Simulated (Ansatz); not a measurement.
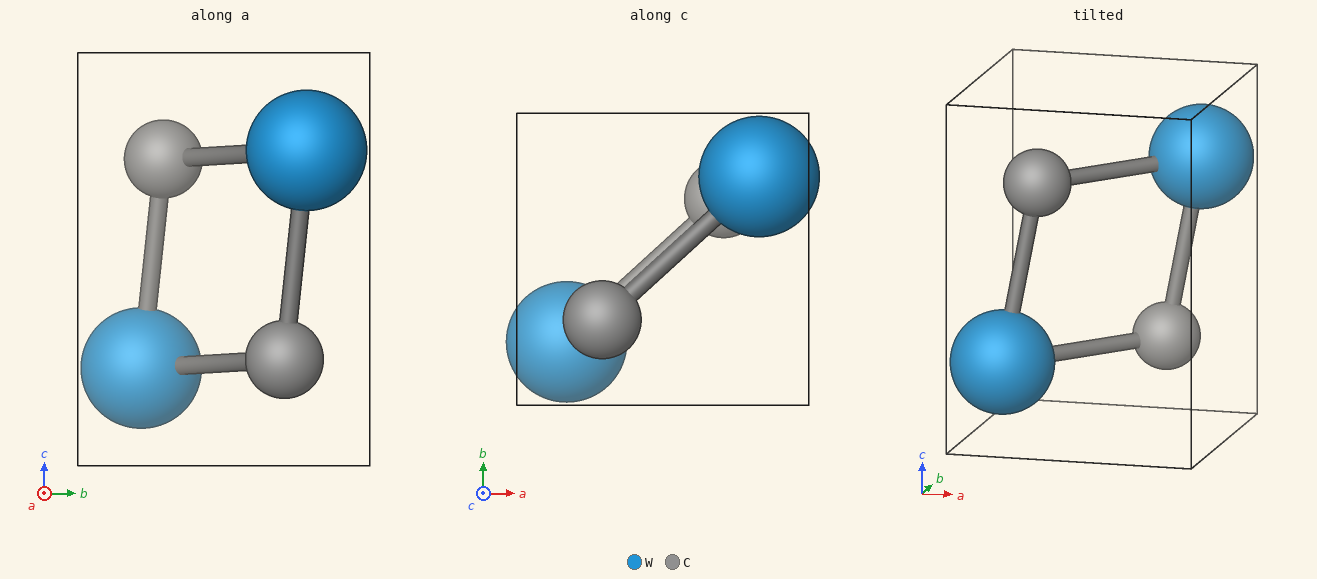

An orthographic ball-and-stick view of the structure, along the a axis, along the c axis and slightly off an axis. The conventional unit cell is outlined; an atom on or near a face, edge or corner is repeated at each equivalent position.

- The structure is one of WC.
- The lattice is primitive triclinic and the space group P-1 (No. 2).
- The cell has 4 atoms, namely 2 W, 2 C.
- Within bonding distance, the neighbour counts come to W 9 and C 6. Not all metal-metal contacts are counted.

The structure comes from a structure listed in the Materials Project. The cell was then strained or its atoms displaced on purpose. It was run through Ansatz as a DFT input.

At this level of theory the cell isn't at rest (compressed, at 5 GPa and forces up to 2.1 eV/Å), so its distances can differ from those at equilibrium, the more so the softer the solid.
